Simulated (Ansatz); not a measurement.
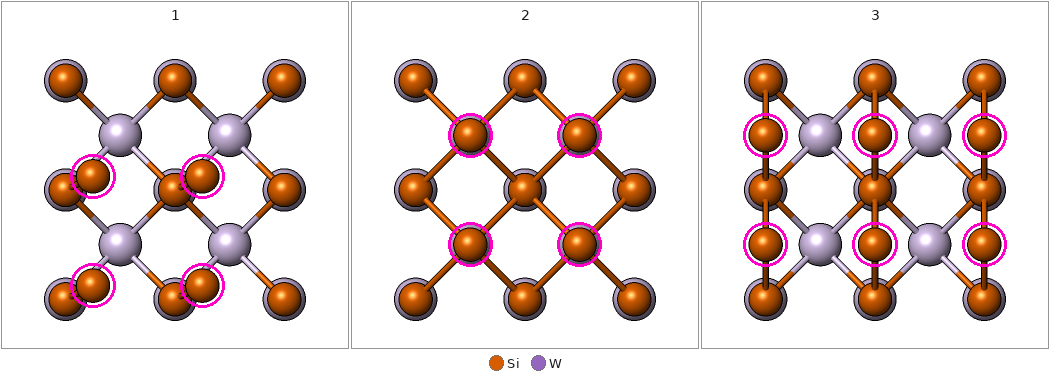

Si on a Si₂W(001) slab cut from the I4/mmm phase, its upper half relaxed before the scan (6 atoms of substrate and one adsorbate in a 1 × 1 cell). Si is moved over the surface cell; relaxed at each place: the height of the adsorbate's atoms; substrate rigid; the origin of the map has the adsorbate above Si6. Places are given modulo a cell vector. The map is drawn in real space over the plane of the surface. The grid has 8 × 8 points; 15 points were computed and 49 follow by symmetry. Energies are in eV, from the lowest grid point. With one adsorbate in each 1 × 1 cell, its nearest image is 3.2 Å away, so neighbouring adsorbates interact. Method: DFT PBE, scalar-relativistic, plane waves, PAW in Ansatz 0.2.0. Settings: cutoff 420 eV, k-mesh 8×8×1, gaussian smearing 0.1 eV, no spin polarisation.

The numbered pictures are structures from this grid. Rings mark the moved atoms.

Which is the most stable, and how do the others follow?

Answer. 2, at a fourfold hollow over a second-layer W atom, (4/8, 4/8) of the cell vectors: 0.00 eV; 3, at a bridge site between two Si atoms, (0/8, 4/8) of the cell vectors: 0.33 eV; 1, at (2/8, 1/8) of the cell vectors [nearest 1 Si at 2.32 Å]: 0.65 eV.

The map, with the structures marked:

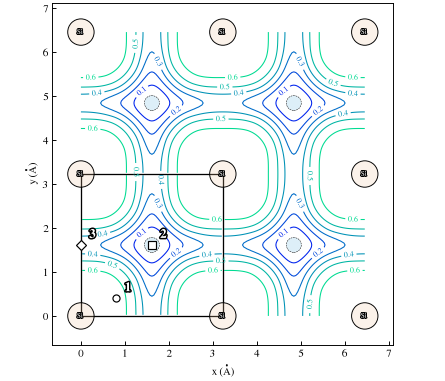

Drawn: contour lines labelled in eV, labelled circles for the atoms of the top layer and small ones for the second layer, the outline of one cell of the 2 × 2 shown. Between grid points the surface is interpolated.

PAW datasets: the set soft_1.
